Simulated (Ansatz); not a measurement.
# Run report: W12HS24, single-point calculation (part 2 of 2)

The same run, continued: W12HS24 (defect cell, 37 atoms in the cell); DFT PBE, scalar-relativistic, plane waves, PAW, spin-polarised (Ansatz 0.2.0); cutoff 420 eV, 2×2×2 k-mesh, Gaussian smearing of 0.05 eV, collinear spins. The structure derives from a Materials Project entry.

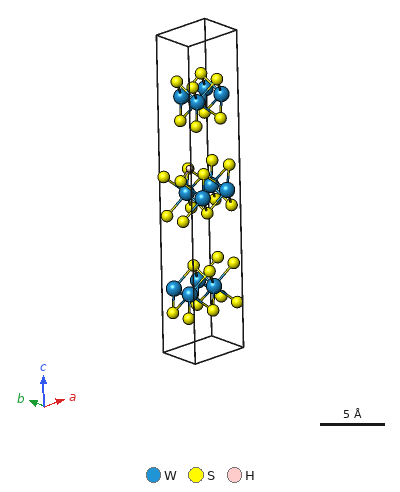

**Figure 1.** The input geometry (ball-and-stick view of the cell of the calculation, with the vacuum cut short, seen slightly off an axis). An atom can appear more than once, as a periodic image.

Log, continued
```
  k-point 0 ↑: bands = ["-69.0320", "-69.0156", "-69.0150", "-69.0150", "-68.7986", "-68.7895", "-68.7820", "-68.7819", "-68.7817", "-68.7594", "-68.7519", "-68.6771", "-33.4883", "-33.4882", "-33.4879", "-33.3091", "-33.2573", "-33.2550", "-33.2548", "-33.2548", "-33.2480", "-33.2474", "-33.2472", "-33.2356", "-33.2354", "-33.2347", "-33.2227", "-33.1802", "-33.1570", "-33.1566", "-33.0754", "-33.0549", "-33.0140", "-33.0139", "-33.0137", "-33.0081", "-33.0026", "-33.0020", "-33.0020", "-33.0020",
      "-32.9734", "-32.9720", "-32.9669", "-32.9620", "-32.9236", "-32.9235", "-32.8916", "-32.8353", "-9.8452", "-9.7492", "-9.6101", "-8.4342", "-8.2152", "-7.9802", "-7.7669", "-7.7363", "-7.7332", "-7.7303", "-7.5130", "-7.5082", "-7.4991", "-7.4988", "-7.4986", "-7.4746", "-7.4732", "-7.4717", "-7.3320", "-7.2480", "-7.2390", "-7.2384", "-7.2379", "-7.2280", "-2.1995", "-1.5597", "-1.5588", "-1.5577", "-1.4350", "-1.3384", "-1.3285", "-1.3243",
      "-1.3217", "-1.3153", "-1.2742", "-1.1828", "-0.4980", "-0.2234", "-0.2218", "-0.2207", "-0.0694", "-0.0448", "0.0135", "0.0138", "0.0143", "0.3454", "0.4950", "0.4996", "0.5050", "0.6685", "0.7221", "0.7364", "0.7429", "0.7640", "1.5077", "1.5084", "1.5088", "1.5736", "1.7159", "1.7405", "1.7419", "1.7420", "1.7428", "1.8281", "2.0671", "2.0675", "2.3001", "2.3001", "2.3061", "2.3643", "2.7177", "2.7693",
      "2.7711", "2.7768", "2.9216", "2.9523", "2.9628", "3.0109", "3.0116", "3.0120", "3.1535", "3.2940", "3.2949", "3.4334", "3.5279", "3.5280", "3.5690", "3.6353", "3.6374", "3.6390", "3.7147", "3.8081", "3.8475", "3.8718", "3.8720", "3.8723", "3.9867", "3.9880", "3.9907", "4.0756", "4.2222", "4.2247", "4.2248", "4.2308", "4.2899", "4.7857", "4.9830", "5.1809", "6.6562", "7.7685", "7.7691", "7.7707",
      "7.7936", "7.7949", "7.9363", "7.9432", "7.9469", "7.9680", "8.0027", "8.0030", "8.0031", "8.0048", "8.0172"]
  k-point 1 ↑: bands = ["-69.0320", "-69.0156", "-69.0150", "-69.0150", "-68.7986", "-68.7895", "-68.7820", "-68.7819", "-68.7817", "-68.7594", "-68.7519", "-68.6771", "-33.4883", "-33.4882", "-33.4879", "-33.3091", "-33.2573", "-33.2550", "-33.2548", "-33.2548", "-33.2480", "-33.2474", "-33.2472", "-33.2356", "-33.2354", "-33.2347", "-33.2227", "-33.1802", "-33.1570", "-33.1566", "-33.0754", "-33.0549", "-33.0140", "-33.0139", "-33.0137", "-33.0081", "-33.0026", "-33.0020", "-33.0020", "-33.0020",
      "-32.9734", "-32.9720", "-32.9669", "-32.9620", "-32.9236", "-32.9235", "-32.8916", "-32.8353", "-9.8452", "-9.7492", "-9.6101", "-8.4343", "-8.2152", "-7.9802", "-7.7669", "-7.7363", "-7.7332", "-7.7303", "-7.5130", "-7.5082", "-7.4991", "-7.4988", "-7.4986", "-7.4746", "-7.4732", "-7.4717", "-7.3320", "-7.2480", "-7.2390", "-7.2384", "-7.2379", "-7.2280", "-2.1995", "-1.5597", "-1.5588", "-1.5577", "-1.4350", "-1.3384", "-1.3285", "-1.3243",
      "-1.3217", "-1.3153", "-1.2742", "-1.1828", "-0.4980", "-0.2234", "-0.2218", "-0.2207", "-0.0694", "-0.0448", "0.0135", "0.0138", "0.0143", "0.3454", "0.4950", "0.4996", "0.5050", "0.6685", "0.7221", "0.7364", "0.7429", "0.7640", "1.5077", "1.5084", "1.5088", "1.5736", "1.7159", "1.7405", "1.7419", "1.7420", "1.7428", "1.8281", "2.0671", "2.0675", "2.3001", "2.3001", "2.3061", "2.3643", "2.7176", "2.7693",
      "2.7711", "2.7768", "2.9216", "2.9523", "2.9628", "3.0109", "3.0116", "3.0120", "3.1535", "3.2940", "3.2949", "3.4334", "3.5279", "3.5280", "3.5690", "3.6353", "3.6374", "3.6390", "3.7147", "3.8081", "3.8475", "3.8718", "3.8720", "3.8723", "3.9867", "3.9880", "3.9907", "4.0756", "4.2222", "4.2247", "4.2248", "4.2308", "4.2899", "4.7858", "4.9829", "5.1810", "6.6562", "7.7685", "7.7691", "7.7707",
      "7.7936", "7.7949", "7.9363", "7.9432", "7.9469", "7.9680", "8.0027", "8.0030", "8.0031", "8.0048", "8.0172"]
  k-point 2 ↑: bands = ["-69.0238", "-69.0234", "-69.0154", "-69.0150", "-68.7904", "-68.7901", "-68.7882", "-68.7820", "-68.7818", "-68.7603", "-68.7519", "-68.6775", "-33.4275", "-33.4272", "-33.3252", "-33.3240", "-33.2984", "-33.2976", "-33.2786", "-33.2782", "-33.2477", "-33.2474", "-33.1966", "-33.1962", "-33.1941", "-33.1938", "-33.1898", "-33.1679", "-33.0916", "-33.0915", "-33.0891", "-33.0650", "-33.0649", "-33.0449", "-33.0446", "-33.0392", "-33.0264", "-33.0237", "-33.0198", "-33.0141",
      "-33.0137", "-33.0039", "-32.9749", "-32.9631", "-32.9628", "-32.9419", "-32.9330", "-32.9266", "-9.0908", "-8.9256", "-8.9218", "-8.6907", "-8.6895", "-8.6743", "-8.1005", "-7.8820", "-7.8783", "-7.7671", "-7.7616", "-7.6560", "-7.6446", "-7.6412", "-7.5740", "-7.5440", "-7.5300", "-7.5294", "-7.4500", "-7.4475", "-7.2908", "-7.2272", "-7.2142", "-7.2132", "-1.6267", "-0.7803", "-0.7790", "-0.6002", "-0.5726", "-0.5593", "-0.5469", "-0.5454",
      "-0.5429", "-0.3663", "-0.3340", "-0.3322", "-0.3230", "-0.3024", "-0.1240", "-0.0991", "-0.0983", "-0.0551", "0.0494", "0.4250", "0.4303", "0.6341", "0.6609", "0.6652", "0.7690", "0.7734", "0.7912", "0.9848", "1.0087", "1.0137", "1.0534", "1.0561", "1.1759", "1.2793", "1.3000", "1.3430", "1.3605", "1.3721", "1.4274", "1.5625", "1.6041", "1.6047", "1.6130", "1.6229", "1.7868", "1.8259", "1.8401", "1.8462",
      "2.2329", "2.2337", "2.3905", "2.4665", "2.4668", "2.4931", "2.5204", "2.9017", "2.9061", "2.9848", "2.9908", "3.1220", "3.1373", "3.1375", "3.1633", "3.2126", "3.2241", "3.2257", "3.2260", "3.2285", "3.3559", "3.4204", "3.5016", "3.5270", "4.0541", "4.0580", "4.1984", "4.2886", "4.2944", "4.3153", "4.3206", "4.3391", "4.4461", "4.5522", "4.5529", "4.5683", "5.7228", "7.1725", "7.2303", "7.3184",
      "7.3206", "7.3814", "7.4321", "7.4563", "7.4592", "7.4861", "7.5194", "7.5281", "7.5692", "7.6065", "7.6107"]
  k-point 7 ↓: bands = ["-69.0233", "-69.0229", "-69.0149", "-69.0145", "-68.7903", "-68.7902", "-68.7880", "-68.7819", "-68.7818", "-68.7472", "-68.7464", "-68.5875", "-33.4265", "-33.4264", "-33.3244", "-33.3238", "-33.2978", "-33.2973", "-33.2778", "-33.2775", "-33.2470", "-33.2467", "-33.1956", "-33.1954", "-33.1939", "-33.1938", "-33.1833", "-33.0915", "-33.0915", "-33.0870", "-33.0808", "-33.0649", "-33.0649", "-33.0603", "-33.0447", "-33.0447", "-33.0358", "-33.0261", "-33.0139", "-33.0138",
      "-32.9982", "-32.9863", "-32.9629", "-32.9628", "-32.9405", "-32.8892", "-32.8531", "-32.7575", "-9.0303", "-8.9237", "-8.9229", "-8.6905", "-8.6896", "-8.6750", "-8.0938", "-7.8802", "-7.8794", "-7.7642", "-7.7636", "-7.6498", "-7.6448", "-7.6368", "-7.5812", "-7.5300", "-7.5298", "-7.5107", "-7.4487", "-7.4484", "-7.2806", "-7.2146", "-7.2138", "-7.1985", "-1.6510", "-0.7795", "-0.7792", "-0.5723", "-0.5606", "-0.5467", "-0.5455", "-0.5383",
      "-0.4649", "-0.3412", "-0.3329", "-0.3319", "-0.3220", "-0.2780", "-0.1389", "-0.0990", "-0.0984", "-0.0649", "0.3190", "0.4270", "0.4295", "0.6583", "0.6612", "0.6986", "0.7420", "0.7724", "0.7796", "0.9987", "1.0088", "1.0199", "1.0533", "1.0563", "1.1680", "1.2150", "1.2974", "1.3046", "1.3724", "1.3766", "1.4545", "1.5631", "1.6035", "1.6056", "1.6124", "1.6229", "1.7714", "1.8379", "1.8399", "1.9044",
      "2.2325", "2.2342", "2.3896", "2.4666", "2.4667", "2.5160", "2.6083", "2.9041", "2.9051", "2.9875", "2.9890", "3.1247", "3.1374", "3.1375", "3.1669", "3.2026", "3.2254", "3.2256", "3.2280", "3.2322", "3.3020", "3.4326", "3.4903", "3.5385", "4.0577", "4.0580", "4.2419", "4.2836", "4.2977", "4.3162", "4.3192", "4.3219", "4.4914", "4.5527", "4.5528", "4.6329", "6.3713", "7.1433", "7.1917", "7.3162",
      "7.3393", "7.3636", "7.3893", "7.4580", "7.4602", "7.4771", "7.5364", "7.5523", "7.5631", "7.6113", "7.6765"]
--- Löwdin populations: 37 sites ---
  site symbol       q [e]    m [muB]
     0      W     13.5606     0.2188
     1      W     13.5320    -0.0015
     2      W     13.5525     0.0238
     3      W     13.5525     0.0240
     4      W     13.5296     0.0019
     5      W     13.5291     0.0024
     6      W     13.5294     0.0004
     7      W     13.5293     0.0003
     8      W     13.5291     0.0001
     9      W     13.5291     0.0002
    10      W     13.5291     0.0000
    11      W     13.5291     0.0000
    12      S      6.1148     0.0003
    13      S      6.1139     0.0000
    14      S      6.1145     0.0001
    15      S      6.1146     0.0001
    16      S      6.1158     0.0001
    17      S      6.1154    -0.0000
    18      S      6.1151     0.0001
    19      S      6.1151     0.0001
    20      S      5.9836     0.0420
    21      S      6.1427     0.0102
    22      S      6.1348     0.0071
    23      S      6.1346     0.0071
    24      S      6.1192     0.0004
    25      S      6.1167     0.0000
    26      S      6.1211     0.0006
    27      S      6.1210     0.0006
    28      S      6.1170    -0.0000
    29      S      6.1170     0.0000
    30      S      6.1170     0.0000
    31      S      6.1170     0.0000
    32      S      6.1288     0.0206
    33      S      6.1071     0.0085
    34      S      6.1035     0.0032
    35      S      6.1033     0.0033
    36      H      0.9514     0.1024
  spilling = 0.009309 (of n_electrons = 313.000000)
--- Band densities, each state counted as filled ---
  window                                       electrons  max residual (eV)  cut levels
  e_range: [-0.25, 0.25]             0.500000 + 0.500000             1.5e-6           0
  e_range: [-1.2, 0]                 1.000000 + 0.500000             4.6e-6           0
  e_range: [0, 1.2]                  4.750000 + 5.250000             1.5e-6           0
```

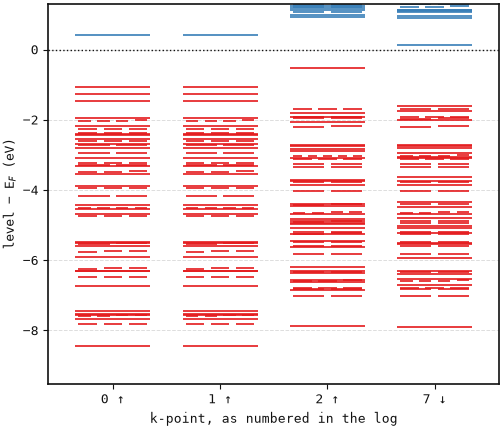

**Figure 2.** Kohn–Sham levels near the Fermi level (dotted) at the few k-points that the log prints; levels within 0.02 eV of each other stand side by side. The system is metallic on the full mesh.

Results in brief

| quantity | value |
| --- | --- |
| outcome | converged |
| electrons treated | 313 |
| free energy | −146312.0021 eV |
| Fermi energy | 6.251 eV |
| gap on the k-point mesh | none (metallic) |
| net moment of the cell | 0.50 μB |
| integrated absolute moment | 0.57 μB |
| largest force (length of the vector) | 0.044 eV/Å |
| hardware | 4 threads of Arm Neoverse V1, 24 GiB of memory available, shared host |
| wall time | 5.2 min (CPU time 21 min) |
| peak memory | 4.9 GiB |

Notes

Notes on the run: the state was not tested for a lower one. Spin–orbit coupling is left out, which matters for W. The k-point mesh is coarse for a cell of this size, so the results may not be converged.
